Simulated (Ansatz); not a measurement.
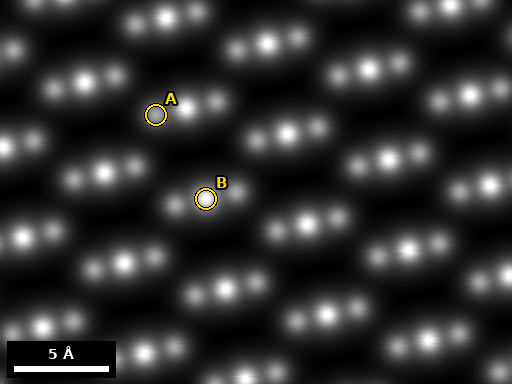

iDPC-like image of Cs (P6_3/mmc, No. 194) along [201]. Simulated as the projected potential of neutral atoms (B = 0.5 Å²) blurred by a 0.64 Å probe, the thin-sample limit of integrated differential phase contrast. The display is stretched by a gamma of 0.65; percentages refer to the linear signal. A slight drift was added. Atomic positions: a calculation's starting geometry; the starting structure was generated, so it need not be a known form of this composition.

```
Cs
1.0
     5.69682    0.00000    0.00000
    -2.84841    4.93359    0.00000
     0.00000    0.00000   18.69729
Cs
4
Direct
  0.00000 0.00000 0.00000
  0.00000 0.00000 0.50000
  0.33333 0.66667 0.25000
  0.66667 0.33333 0.75000
```

Q: Assign the marked columns.

A: Cs (1 Cs per 21.90 Å along the beam; about 50 % of the brightest peak). B: Cs (2 Cs per 21.90 Å along the beam; the brightest kind). Brightness is counted from the darkest point of the image.
